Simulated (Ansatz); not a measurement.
# Run report: ZnO, geometry relaxation (part 1 of 2)

The run: geometry relaxation of ZnO (P6₃mc, 4 atoms in the cell). Method and program: DFT PBE+D3(BJ), scalar-relativistic, plane waves, PAW, no spin polarisation (Ansatz 0.2.0).

The structure derives from an entry of the Crystallography Open Database.

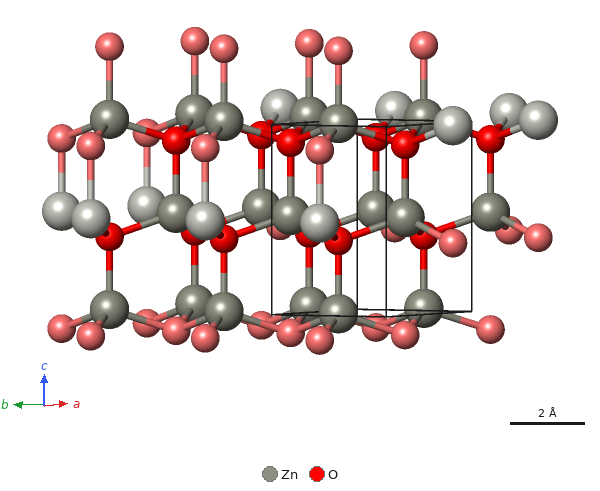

Figure 1. The starting structure (ball-and-stick view of the cell of the calculation, repeated 2 × 3 × 1, seen at an oblique angle; neighbours outside the cell are drawn fainter).

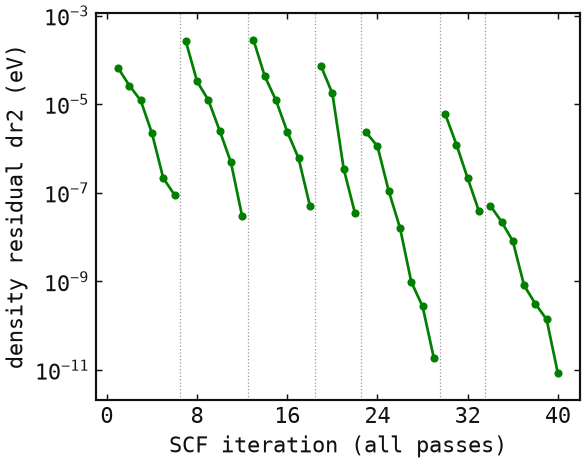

Figure 2. Convergence of the self-consistent field: density residual dr2 against the SCF iteration. The dotted lines part the SCF passes of the relaxation: geometry steps, rejected trials and re-solves on a re-selected basis. The 7 passes take 4 to 7 iterations each, 40 in all.

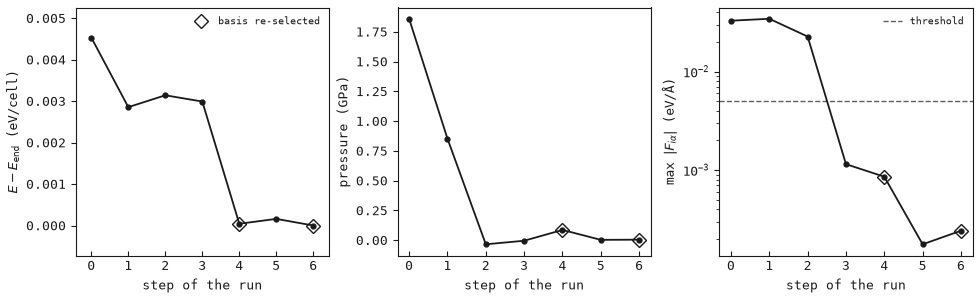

Figure 3. Progress of the relaxation, step by step (the first geometry is step 0 here and step 1 in the log).

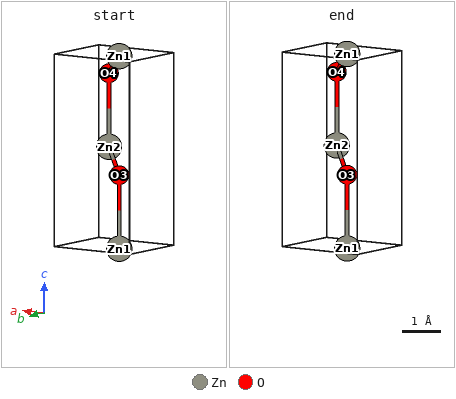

Figure 4. Before (left) and after (right) the relaxation, at one scale (ball-and-stick view of the cell of the calculation, seen at an oblique angle). Over 4 geometry steps the energy falls by 4.4 meV per cell of the calculation. Largest force component: 0.033 eV/Å at the start, 0.00024 eV/Å at the end. Pressure: 1.86 GPa at the start and 0.00 GPa at the end. 1 further SCF at an unchanged geometry re-selected the plane-wave basis for the new cell. The largest moves relative to the cell, 0.009 Å, are those of Zn1, Zn2, O3 and O4. By element the largest moves are O 0.009 Å, Zn 0.009 Å. The volume changes by +1.3 %, with a = b 3.249 → 3.255 Å (+0.2 %), c 5.204 → 5.256 Å (+1.0 %). Among the contacts that change: Zn1–O4 1.974 → 1.984 Å. The space group stays P6_3mc (No. 186). The energy change given includes the shifts at the re-selections in mid-walk, which come without any move. A last SCF at the same geometry on a re-selected plane-wave basis shifts the energy by −0.2 meV per cell of the calculation. (Atoms are counted from 1 in the order of the input.)

These pictures come from the run below.

### The input
```yaml
crystal:
  lattice:
    - [3.2493987239, 0.0, 0.0]
    - [-1.6246993619, 2.8140618419, 0.0]
    - [0.0, 0.0, 5.2038]
  atoms:
    - { symbol: Zn, position: [0.3333333333, 0.6666666667, 0.0] }
    - { symbol: Zn, position: [0.6666666667, 0.3333333333, 0.5] }
    - { symbol: O, position: [0.3333333333, 0.6666666667, 0.3821] }
    - { symbol: O, position: [0.6666666667, 0.3333333333, 0.8821] }
basis:
  ecutwfc: 420
kpoints:
  mp_grid: { grid: [12, 12, 6] }
hamiltonian:
  xc: pbe
  dispersion: d3bj
scf:
  occupations: { method: gaussian, width: 0.02 }
output:
  forces: true
  stress: true
  eigenvalues: true
relax:
  adjacent_minimum: "off"
  f_tol: 0.005
  max_steps: 80
  cell: { stress_tol: 0.05 }
```

Launched with:
```bash
ansatz run input.yaml --threads 8 --pin off --max-ram 20480MiB --backend cpu --events-out ev --progress --plain --runs-dir out
```

### What the program printed
```
Engine: ansatz 0.2.0, x86_64-unknown-linux-gnu
Pseudopotentials: kind: paw
Pseudopotential: Zn, paw, valence charge 12, recommended cutoff 420 eV (normal), Zn.paw.azcp
Pseudopotential: O, paw, valence charge 6, recommended cutoff 420 eV (normal), O.paw.azcp
Functional definition: PBE
  parameter kappa = 0.804
  parameter beta = 0.06672455060314922
  exchange = pbe_x(kappa = kappa, mu = beta*pi^2/3)
  correlation = pbe_c(beta = beta)
Crystal: 4 atoms, lattice volume = 47.584 Å³
Basis set: ecut = 420 eV, 941 PW (Γ), exchange–correlation on 48×48×72 points (8 copies of the dense FFT grid, shifted against one another)
Bands: 22, of which v1, the nominal top of the filled ones, is band 18 counted from 1 (17 counted from 0)
Symmetry: 12 space group operations
Space group: P63mc (ITA 186), of the structure as read, at distance tolerance 3.6e-5 Å
k-points: 76 of 864 (time reversal used)
Non-local potential: Zn, projectors of the file, l = 0: 2, l = 1: 2, l = 2: 3, l = 3: 1
Non-local potential: O, projectors of the file, l = 0: 2, l = 1: 2, l = 2: 1
PAW form: soft (Blöchl's): semilocal exchange-correlation on the pseudo side does not see the compensation charge
PAW one-centre angular grid: Zn, 590 points (default); XC on 64 Gauss nodes
PAW one-centre angular grid: O, 110 points (default); XC on 64 Gauss nodes
Initial density: superposition of atomic densities (neutral atoms: chi_scale 0, normalization atom), corrected by the library's trained network
Initial wavefunctions: pseudopotential atomic-orbital guess
Functional: x = pbe(κ = 0.804, μ = 0.2195149727645171), c = pbe(β = 0.06672455060314922)
SCF iter   1: F=—  HF=-7774.562669 eV  |F-HF|=—  |Δ(HF+E_count)|=         —  Δρ=6.71e-4  dr2=6.53e-5  ethr=1.77e-3  ⟨swp⟩=6.0  Hψ=7553  notcnv=0
preconditioner: auto → Resta (q_TF=auto, 2.604 Å⁻¹)  ε∞=7.5  [insulator: Δε(μ)=0.806 eV  Ē_g=12.697 eV  σ=0.020 eV  W_gap=1.00  n_scr=22 (ndim 8)  ℏωp=32.3 eV  f_vac=0.036  D(μ)=0.00/eV (n_scr^D=0)  ε∞_Penn≈7.5]
SCF iter   2: F=—  HF=-7774.563818 eV  |F-HF|=—  |Δ(HF+E_count)|=   1.15e-3  Δρ=4.07e-4  dr2=2.63e-5  ethr=1.81e-7  ⟨swp⟩=2.9  Hψ=4371  notcnv=0
SCF iter   3: F=—  HF=-7774.563893 eV  |F-HF|=—  |Δ(HF+E_count)|=   7.51e-5  Δρ=2.39e-4  dr2=1.22e-5  ethr=7.31e-8  ⟨swp⟩=2.0  Hψ=2888  notcnv=0
SCF iter   4: F=—  HF=-7774.563930 eV  |F-HF|=—  |Δ(HF+E_count)|=   3.67e-5  Δρ=1.04e-4  dr2=2.21e-6  ethr=3.39e-8  ⟨swp⟩=2.0  Hψ=2771  notcnv=0
SCF iter   5: F=—  HF=-7774.563938 eV  |F-HF|=—  |Δ(HF+E_count)|=   8.52e-6  Δρ=2.82e-5  dr2=2.16e-7  ethr=6.15e-9  ⟨swp⟩=2.0  Hψ=2897  notcnv=0
SCF iter   6: F=-7774.563939 eV  HF=-7774.563939 eV  |F-HF|=2.47e-8  |Δ(HF+E_count)|=   6.89e-7  Δρ=1.53e-5  dr2=8.99e-8  ethr=2.78e-10  ⟨swp⟩=5.3  Hψ=7574  notcnv=0
SCF 1 converged in 6 iterations: F = -7774.563939 eV  dr2 = 8.99e-8
  greatest PAW one-centre occupation: 0.987 electrons in one spin orbital (limit 2), on the Zn atom at site 0 (counted from 0), in its partial waves of l = 2
relax step   1: F+E_penalty+E_count = -7774.56393896 eV  Δ(F+E_penalty+E_count) = +0.000e0 eV  max|allowed force component| = 3.287e-2 eV/Å  Δτ_max = 0.0000 Å  P = +1.859 GPa  Ω = 47.584 Å³  (6 SCF iters, dr2 threshold 1.00e-7 eV, accepted)
Crystal: 4 atoms, lattice volume = 47.909 Å³
Basis set: ecut = 420 eV, 965 PW (Γ), exchange–correlation on 48×48×72 points (8 copies of the dense FFT grid, shifted against one another)
Initial density: handed on by an earlier stage of this run
Initial wavefunctions: those handed on with the density
iter 1 solved again at ethr=8.28e-7 eV; its pass at ethr=3.10e-3 eV (dr2=2.98e-4 eV) is discarded
SCF iter   1: F=—  HF=-7774.565659 eV  |F-HF|=—  |Δ(HF+E_count)|=         —  Δρ=9.01e-4  dr2=2.65e-4  ethr=8.28e-7  ⟨swp⟩=2.2  Hψ=8438  notcnv=0
preconditioner: auto → Resta (q_TF=auto, 2.601 Å⁻¹)  ε∞=7.5  [insulator: Δε(μ)=0.784 eV  Ē_g=12.643 eV  σ=0.020 eV  W_gap=1.00  n_scr=22 (ndim 8)  ℏωp=32.2 eV  f_vac=0.038  D(μ)=0.00/eV (n_scr^D=0)  ε∞_Penn≈7.5]
SCF iter   2: F=—  HF=-7774.565620 eV  |F-HF|=—  |Δ(HF+E_count)|=   3.99e-5  Δρ=3.42e-4  dr2=3.27e-5  ethr=7.37e-7  ⟨swp⟩=2.0  Hψ=2886  notcnv=0
SCF iter   3: F=—  HF=-7774.565615 eV  |F-HF|=—  |Δ(HF+E_count)|=   4.82e-6  Δρ=1.65e-4  dr2=1.24e-5  ethr=9.09e-8  ⟨swp⟩=2.9  Hψ=3066  notcnv=0
SCF iter   4: F=—  HF=-7774.565616 eV  |F-HF|=—  |Δ(HF+E_count)|=   1.29e-6  Δρ=8.58e-5  dr2=2.55e-6  ethr=3.45e-8  ⟨swp⟩=2.0  Hψ=2833  notcnv=0
SCF iter   5: F=—  HF=-7774.565616 eV  |F-HF|=—  |Δ(HF+E_count)|=   4.17e-7  Δρ=3.36e-5  dr2=4.90e-7  ethr=7.10e-9  ⟨swp⟩=2.0  Hψ=2888  notcnv=0
SCF iter   6: F=-7774.565617 eV  HF=-7774.565617 eV  |F-HF|=5.18e-8  |Δ(HF+E_count)|=   4.33e-7  Δρ=7.12e-6  dr2=2.93e-8  ethr=1.11e-9  ⟨swp⟩=5.0  Hψ=7257  notcnv=0
SCF 2 converged in 6 iterations: F = -7774.565617 eV  dr2 = 2.93e-8
  greatest PAW one-centre occupation: 0.987 electrons in one spin orbital (limit 2), on the Zn atom at site 1 (counted from 0), in its partial waves of l = 2
relax step   2: F+E_penalty+E_count = -7774.56561696 eV  Δ(F+E_penalty+E_count) = -1.678e-3 eV  max|allowed force component| = 3.438e-2 eV/Å  Δτ_max = 0.0022 Å  P = +0.853 GPa  Ω = 47.909 Å³  energy of the carried Pulay correction = -1.487e-3 eV  (6 SCF iters, dr2 threshold 4.00e-7 eV, accepted)
Crystal: 4 atoms, lattice volume = 48.204 Å³
iter 1 solved again at ethr=8.57e-7 eV; its pass at ethr=3.10e-3 eV (dr2=3.08e-4 eV) is discarded
SCF iter   1: F=—  HF=-7774.565383 eV  |F-HF|=—  |Δ(HF+E_count)|=         —  Δρ=9.89e-4  dr2=2.84e-4  ethr=8.57e-7  ⟨swp⟩=2.0  Hψ=8466  notcnv=0
preconditioner: auto → Resta (q_TF=auto, 2.599 Å⁻¹)  ε∞=7.5  [insulator: Δε(μ)=0.771 eV  Ē_g=12.603 eV  σ=0.020 eV  W_gap=1.00  n_scr=22 (ndim 8)  ℏωp=32.1 eV  f_vac=0.039  D(μ)=0.00/eV (n_scr^D=0)  ε∞_Penn≈7.5]
SCF iter   2: F=—  HF=-7774.565337 eV  |F-HF|=—  |Δ(HF+E_count)|=   4.58e-5  Δρ=4.14e-4  dr2=4.31e-5  ethr=7.88e-7  ⟨swp⟩=2.0  Hψ=2841  notcnv=0
SCF iter   3: F=—  HF=-7774.565329 eV  |F-HF|=—  |Δ(HF+E_count)|=   7.84e-6  Δρ=1.67e-4  dr2=1.22e-5  ethr=1.20e-7  ⟨swp⟩=2.2  Hψ=2680  notcnv=0
SCF iter   4: F=—  HF=-7774.565330 eV  |F-HF|=—  |Δ(HF+E_count)|=   9.59e-7  Δρ=7.96e-5  dr2=2.39e-6  ethr=3.39e-8  ⟨swp⟩=2.0  Hψ=2839  notcnv=0
SCF iter   5: F=—  HF=-7774.565331 eV  |F-HF|=—  |Δ(HF+E_count)|=   6.51e-7  Δρ=3.53e-5  dr2=6.07e-7  ethr=6.63e-9  ⟨swp⟩=2.0  Hψ=2888  notcnv=0
SCF iter   6: F=-7774.565331 eV  HF=-7774.565331 eV  |F-HF|=7.18e-8  |Δ(HF+E_count)|=   3.87e-7  Δρ=9.01e-6  dr2=5.17e-8  ethr=1.11e-9  ⟨swp⟩=5.0  Hψ=7309  notcnv=0
SCF 3 converged in 6 iterations: F = -7774.565331 eV  dr2 = 5.17e-8
relax step   3: F+E_penalty+E_count = -7774.56533127 eV  Δ(F+E_penalty+E_count) = +2.857e-4 eV  max|allowed force component| = 2.270e-2 eV/Å  Δτ_max = 0.0031 Å  P = -0.034 GPa  Ω = 48.204 Å³  energy of the carried Pulay correction = -2.825e-3 eV  (6 SCF iters, dr2 threshold 4.00e-7 eV, accepted)
Crystal: 4 atoms, lattice volume = 48.194 Å³
iter 1 solved again at ethr=1.97e-7 eV; its pass at ethr=3.10e-3 eV (dr2=7.11e-5 eV) is discarded
SCF iter   1: F=—  HF=-7774.565470 eV  |F-HF|=—  |Δ(HF+E_count)|=         —  Δρ=5.98e-4  dr2=7.15e-5  ethr=1.97e-7  ⟨swp⟩=2.0  Hψ=8447  notcnv=0
preconditioner: auto → Resta (q_TF=auto, 2.599 Å⁻¹)  ε∞=7.5  [insulator: Δε(μ)=0.777 eV  Ē_g=12.610 eV  σ=0.020 eV  W_gap=1.00  n_scr=22 (ndim 8)  ℏωp=32.1 eV  f_vac=0.036  D(μ)=0.00/eV (n_scr^D=0)  ε∞_Penn≈7.5]
SCF iter   2: F=—  HF=-7774.565487 eV  |F-HF|=—  |Δ(HF+E_count)|=   1.71e-5  Δρ=2.91e-4  dr2=1.75e-5  ethr=1.97e-7  ⟨swp⟩=2.1  Hψ=2819  notcnv=0
SCF iter   3: F=—  HF=-7774.565482 eV  |F-HF|=—  |Δ(HF+E_count)|=   5.55e-6  Δρ=2.83e-5  dr2=3.52e-7  ethr=4.87e-8  ⟨swp⟩=2.0  Hψ=2784  notcnv=0
SCF iter   4: F=-7774.565482 eV  HF=-7774.565482 eV  |F-HF|=2.68e-9  |Δ(HF+E_count)|=   2.73e-7  Δρ=8.31e-6  dr2=3.51e-8  ethr=1.54e-10  ⟨swp⟩=4.8  Hψ=6965  notcnv=0
SCF 4 converged in 4 iterations: F = -7774.565482 eV  dr2 = 3.51e-8
relax step   4: F+E_penalty+E_count = -7774.56548213 eV  Δ(F+E_penalty+E_count) = -1.509e-4 eV  max|allowed force component| = 1.147e-3 eV/Å  Δτ_max = 0.0025 Å  P = -0.004 GPa  Ω = 48.194 Å³  energy of the carried Pulay correction = -2.778e-3 eV  (4 SCF iters, dr2 threshold 5.55e-8 eV, accepted)
Initial wavefunctions: pseudopotential atomic-orbital guess (no wavefunctions were taken with the density)
iter 1 solved again at ethr=1.70e-7 eV; its pass at ethr=3.10e-3 eV (dr2=6.13e-5 eV) is discarded
```
